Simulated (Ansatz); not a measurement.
Given this structure:

```cif
data_structure
_symmetry_space_group_name_H-M 'P 1'
_symmetry_Int_Tables_number 1
_cell_length_a 6.3274
_cell_length_b 7.1747
_cell_length_c 23.2812
_cell_angle_alpha 90.000
_cell_angle_beta 90.000
_cell_angle_gamma 90.000
_cell_volume 1056.91
loop_
_atom_site_label
_atom_site_type_symbol
_atom_site_symmetry_multiplicity
_atom_site_Wyckoff_symbol
_atom_site_fract_x
_atom_site_fract_y
_atom_site_fract_z
_atom_site_occupancy
O1 O 1 a 0.47325 0.75000 0.63689 1
O2 O 1 a 0.47325 0.25000 0.63689 1
O3 O 1 a 0.04459 0.00000 0.62355 1
O4 O 1 a 0.04459 0.50000 0.62355 1
Hf1 Hf 1 a 0.17856 0.75000 0.59849 1
Hf2 Hf 1 a 0.17856 0.25000 0.59849 1
Hf3 Hf 1 a 0.67856 0.00000 0.59849 1
Hf4 Hf 1 a 0.67856 0.50000 0.59849 1
O5 O 1 a 0.81253 0.75000 0.57343 1
O6 O 1 a 0.81253 0.25000 0.57343 1
O7 O 1 a 0.38387 0.00000 0.56008 1
O8 O 1 a 0.38387 0.50000 0.56008 1
O9 O 1 a 0.15713 0.74398 0.51053 1
O10 O 1 a 0.15557 0.25282 0.51042 1
O11 O 1 a 0.72935 0.00090 0.50692 1
O12 O 1 a 0.71820 0.50150 0.50505 1
Hf5 Hf 1 a 0.85316 0.75357 0.47828 1
Hf6 Hf 1 a 0.85053 0.25378 0.47814 1
Hf7 Hf 1 a 0.33977 0.99801 0.47320 1
Hf8 Hf 1 a 0.34288 0.49468 0.47108 1
O13 O 1 a 0.50621 0.75820 0.44695 1
O14 O 1 a 0.50457 0.24283 0.44874 1
O15 O 1 a 0.04087 0.99318 0.43668 1
O16 O 1 a 0.02833 0.49463 0.43566 1
O17 O 1 a 0.35118 0.51552 0.36710 1
H1 H 1 a 0.39580 0.64489 0.36311 1
H2 H 1 a 0.19475 0.51891 0.37033 1
```

Say what kind of structure these coordinates give.

It has the composition Hf₈H₂O₁₇. Atoms per cell: 27 (8 Hf, 2 H, 17 O).

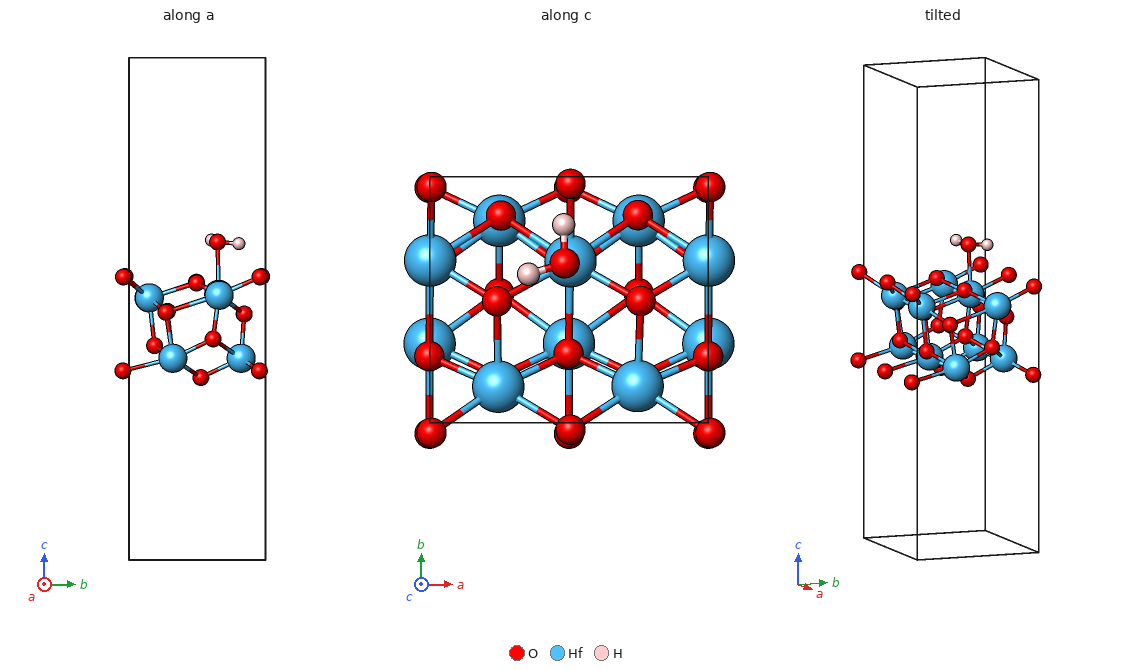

An orthographic ball-and-stick view of the structure, along the a axis, along the c axis and slightly off an axis. The outline marks the simulation cell. Colours: hafnium blue, hydrogen pink, oxygen red.

Starting structure: a structure listed in the Materials Project, from which a slab was cut and an adsorbate added. Earlier steps of the study, as a rule a relaxation of our own, may have changed the cell and positions, so they can lie some per cent off the listed ones. It went into a calculation with Ansatz.

At this level of theory the run's own cell isn't at rest (forces up to 1.8 eV/Å), so its distances can differ from those at equilibrium, the more so the softer the solid.
